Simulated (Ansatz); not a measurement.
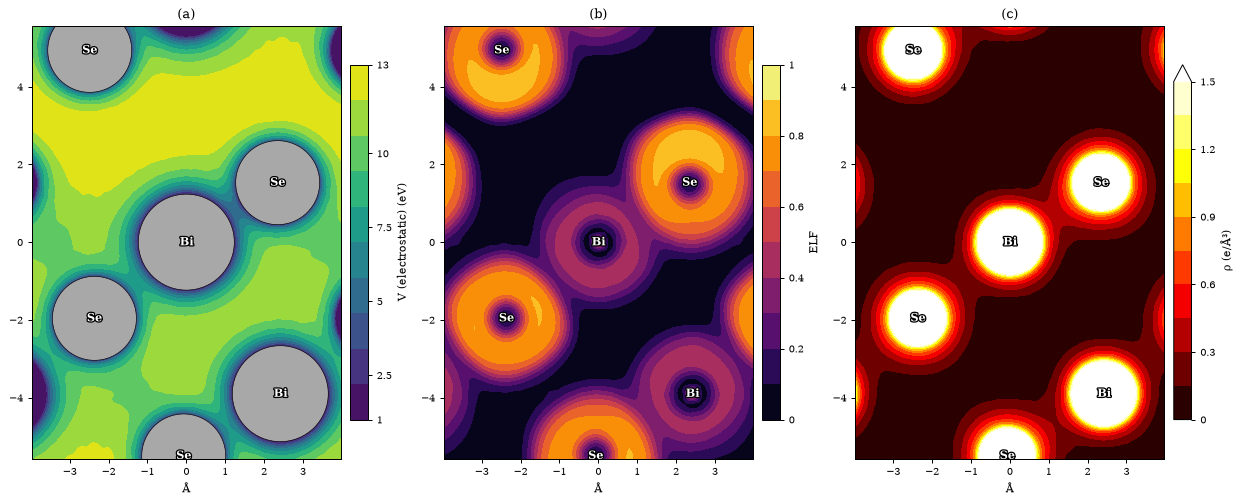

Figure. Bi2Se3. (a) electrostatic potential energy of an electron; (b) ELF; (c) valence electron density on the (010) plane of the conventional cell. Grey discs cover the atomic cores in the potential map.

Space group P2₁/m; not relaxed (largest force 0.4 eV/Å).

Level of theory: DFT PBE, scalar-relativistic, plane waves, PAW (Ansatz 0.2.0).

Core electrons are frozen (PAW), and the valence fields are smoothed inside the atomic spheres.

```
Bi Se
1.0
    -6.28097   -3.62632    0.00000
     2.09366   -3.62632    0.00000
     2.09366    1.20877   10.43403
Bi Se
4 6
Direct
  0.64825 0.25000 0.18645
  0.14294 0.75000 0.18712
  0.85706 0.25000 0.81288
  0.35175 0.75000 0.81355
  0.25966 0.25000 0.99858
  0.74034 0.75000 0.00142
  0.46326 0.25000 0.65932
  0.97880 0.75000 0.66686
  0.02120 0.25000 0.33314
  0.53674 0.75000 0.34068
```

What do the fields say about this system?

- Atoms in the plane: Bi and Se.
- Bi–Se (2.80 Å): ρ at the midpoint is about 0.36 e/Å³; the ELF is about 0.45 at the midpoint and 0.35 at its lowest between the atoms.
- Bi–Se (2.96 Å): ρ is about 0.29 e/Å³ halfway; the ELF is about 0.45 at the midpoint and 0.35 at its lowest between the atoms.
- Bi–Se (3.07 Å): ρ is about 0.22 e/Å³ halfway; the ELF is about 0.30 at the midpoint.
- Between the atoms the lowest density in this plane is 0.004 e/Å³.
- The ELF also peaks beside Se, away from the bonds: lone-pair regions.
- The features right at Bi lie inside the PAW spheres, where the map follows smoothed inner orbitals and isn't to be read closely.
- Outside the cores the potential energy rises away from the atoms and is highest about 2.3 Å from the nearest atoms; its zero is arbitrary.
